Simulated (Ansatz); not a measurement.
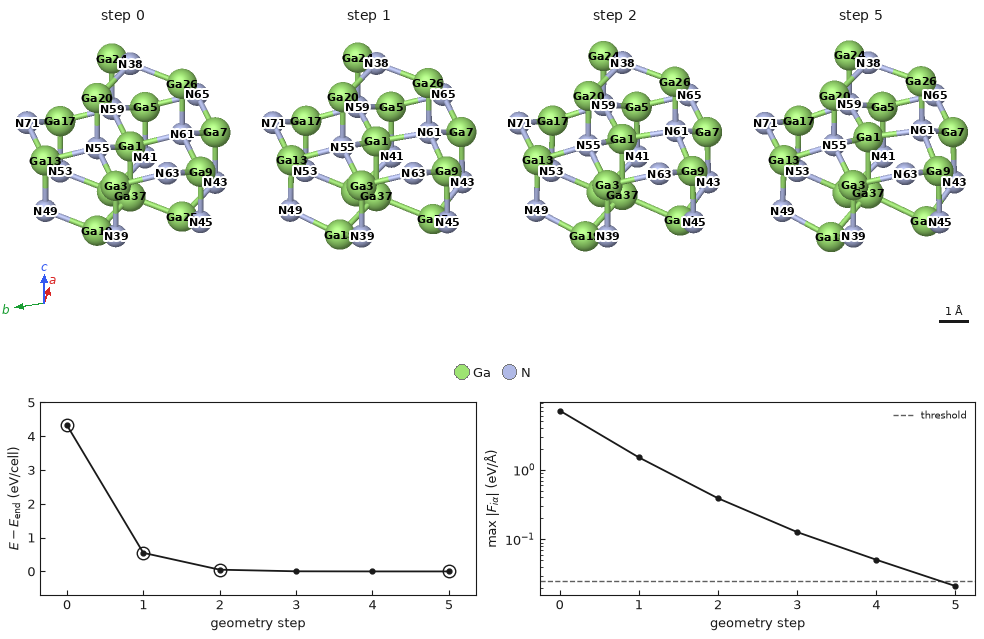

Frames of a relaxation of a defect cell of composition Ga37N35 (coarse preliminary run), marked on the history of the run. A ball-and-stick model of the atoms within 4.2 Å of the atom that moves most (axes of the cell of the calculation (origin shifted)), seen from a free direction.

Case: Ga on a N site (b), charge +0, atoms relaxed at the host's cell.

Level of theory: DFT PBE, scalar-relativistic, plane waves, PAW in Ansatz 0.2.0. Set-up: plane-wave cutoff 420 eV; k-point mesh 1 × 1 × 1; occupations gaussian; smearing width 0.01 eV; no spin polarisation; atoms relaxed in a fixed cell; force threshold 0.025 eV/Å; at most 45 steps.

What happens along the run?

Answer. The atom that moves furthest is a Ga atom (0.37 Å along +c). Largest moves by element: Ga 0.37 Å, N 0.17 Å. The lattice vectors keep their values. Among the contacts that change: Ga–Ga 1.967 → 2.287 Å, Ga–Ga 1.975 → 2.221 Å, Ga–N 1.975 → 1.928 Å, Ga–N 1.967 → 1.982 Å. Bond angles that change, for instance: Ga–N–Ga 109.2° → 101.4°, Ga–Ga–N 109.2° → 102.5°, N–Ga–N 109.8° → 115.4°. After 5 geometry steps the energy has fallen by 4.329 eV per cell of the calculation. Largest force component: 7.1 eV/Å at the start, 0.021 eV/Å at the end. Cost: 2.7 min on 4 threads of Arm Neoverse V2, on a shared host, peak memory 1.3 GiB. From step 0 to 1: Ga atoms move most (0.20 Å), energy −3.779 eV per cell of the calculation. From step 1 to 2: a Ga atom moves most (0.10 Å), energy −0.499 eV per cell of the calculation. From step 2 to 5: a Ga atom moves most (0.07 Å), energy −51.4 meV per cell of the calculation.

Limits of the set-up: the k-point mesh is coarse for a cell with partly filled bands.
